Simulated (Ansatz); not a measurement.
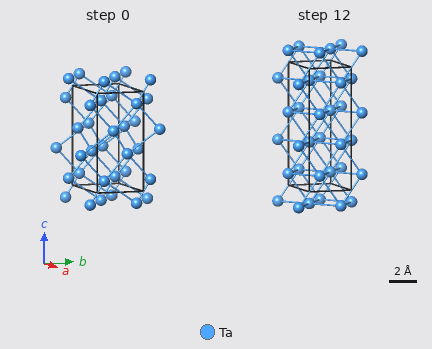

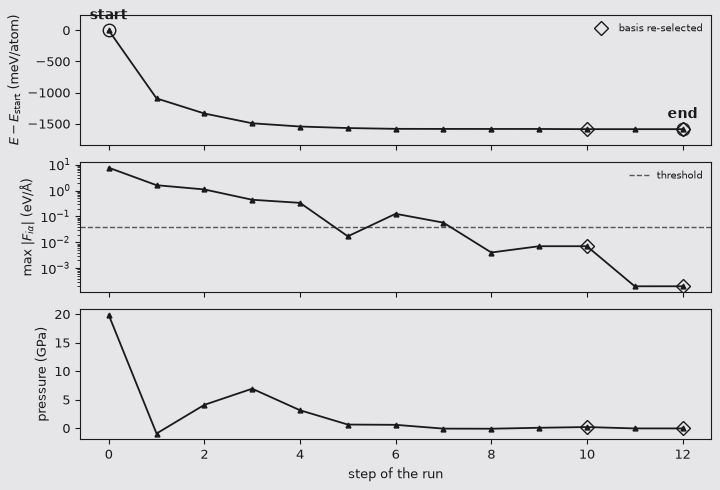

First and last geometry of a relaxation of crystalline Ta (built on the iodine_64 type) (coarse preliminary run), with the history of the run. A ball-and-stick model of the conventional cell (2 times the calculation's cell), seen slightly off an axis. Lengths and directions refer to the drawn axes.

Case: iodine type (Cmce, No. 64).

All numbers below come from Ansatz 0.2.0, DFT PBE, scalar-relativistic, plane waves, PAW.

Input
```yaml
crystal:
  lattice:
    - [2.7922747574, -1.8454800085, 0.0]
    - [2.7922747574, 1.8454800085, 0.0]
    - [0.0, 0.0, 7.5281728814]
  atoms:
    - { symbol: Ta, position: [0.85, 0.15, 0.117] }
    - { symbol: Ta, position: [0.65, 0.35, 0.617] }
    - { symbol: Ta, position: [0.15, 0.85, 0.883] }
    - { symbol: Ta, position: [0.35, 0.65, 0.383] }
basis:
  ecutwfc: 420
kpoints:
  mp_grid: { grid: [6, 6, 2] }
hamiltonian:
  xc: pbe
scf:
  occupations: { method: gaussian, width: 0.1 }
  lower_state_search: "off"
output:
  forces: true
  stress: true
  eigenvalues: true
relax:
  adjacent_minimum: "off"
  f_tol: 0.04
  max_steps: 70
  cell: { stress_tol: 0.4 }
```

**What do the curves and the structures tell?**

It converged. After 10 accepted moves (12 points after the start) the energy has fallen by 1586 meV per atom. The largest force component goes from 7.6 to 0.0002 eV/Å. The pressure goes from 19.87 to −0.03 GPa. At 2 points the geometry stayed and the basis and grid were re-selected for the new cell (energy shift of 3.1 meV per atom at most each time). The largest moves relative to the cell, 0.34 Å, are those of Ta1, Ta2, Ta3 and Ta4. Ta4 goes roughly along +b. Cell: a 5.585 → 4.696 Å (−15.9 %), b 3.691 → 3.360 Å (−9.0 %), c 7.528 → 9.309 Å (+23.7 %). Volume −5.3 %. Some distances before and after: Ta1–Ta3 2.081 → 2.871 Å, Ta1–Ta1 3.347 → 2.887 Å, Ta1–Ta1 (another image) 3.691 → 3.360 Å, Ta1–Ta3 (another image) 3.127 → 2.870 Å. Bond angles that change, for instance: Ta3–Ta1–Ta4 81.6° → 108.3°, Ta3–Ta1–Ta3 87.9° → 71.7°, Ta4–Ta1–Ta4 85.3° → 71.7°. The space group (tolerance 0.01 Å) goes from Cmce (No. 64) to Fmmm (No. 69). The run took of the order of 20 core-seconds on a shared host.

```json
{"step": "0", "E − E(0), meV/atom": "0.00", "largest force component, eV/Å": "7.5718", "pressure, GPa": "19.87", "volume, Å³/atom": "19.397", "note": ""}
{"step": "1", "E − E(0), meV/atom": "-1092.13", "largest force component, eV/Å": "1.6023", "pressure, GPa": "-0.93", "volume, Å³/atom": "19.421", "note": ""}
{"step": "2", "E − E(0), meV/atom": "-1334.34", "largest force component, eV/Å": "1.0985", "pressure, GPa": "4.10", "volume, Å³/atom": "18.419", "note": ""}
{"step": "3", "E − E(0), meV/atom": "-1491.41", "largest force component, eV/Å": "0.4392", "pressure, GPa": "6.93", "volume, Å³/atom": "17.994", "note": ""}
{"step": "4", "E − E(0), meV/atom": "-1543.37", "largest force component, eV/Å": "0.3340", "pressure, GPa": "3.16", "volume, Å³/atom": "18.214", "note": ""}
{"step": "5", "E − E(0), meV/atom": "-1567.92", "largest force component, eV/Å": "0.0171", "pressure, GPa": "0.65", "volume, Å³/atom": "18.386", "note": ""}
{"step": "6", "E − E(0), meV/atom": "-1580.80", "largest force component, eV/Å": "0.1264", "pressure, GPa": "0.60", "volume, Å³/atom": "18.293", "note": ""}
{"step": "7", "E − E(0), meV/atom": "-1581.95", "largest force component, eV/Å": "0.0575", "pressure, GPa": "-0.07", "volume, Å³/atom": "18.362", "note": ""}
{"step": "8", "E − E(0), meV/atom": "-1582.52", "largest force component, eV/Å": "0.0041", "pressure, GPa": "-0.08", "volume, Å³/atom": "18.358", "note": ""}
{"step": "9", "E − E(0), meV/atom": "-1582.74", "largest force component, eV/Å": "0.0071", "pressure, GPa": "0.08", "volume, Å³/atom": "18.344", "note": ""}
{"step": "10", "E − E(0), meV/atom": "-1585.87", "largest force component, eV/Å": "0.0071", "pressure, GPa": "0.21", "volume, Å³/atom": "18.344", "note": "same geometry, new basis"}
{"step": "11", "E − E(0), meV/atom": "-1585.93", "largest force component, eV/Å": "0.0002", "pressure, GPa": "-0.03", "volume, Å³/atom": "18.362", "note": ""}
{"step": "12", "E − E(0), meV/atom": "-1585.94", "largest force component, eV/Å": "0.0002", "pressure, GPa": "-0.03", "volume, Å³/atom": "18.362", "note": "same geometry, new basis"}
```

Limits of the set-up: the k-point mesh is coarse for a cell with partly filled bands.
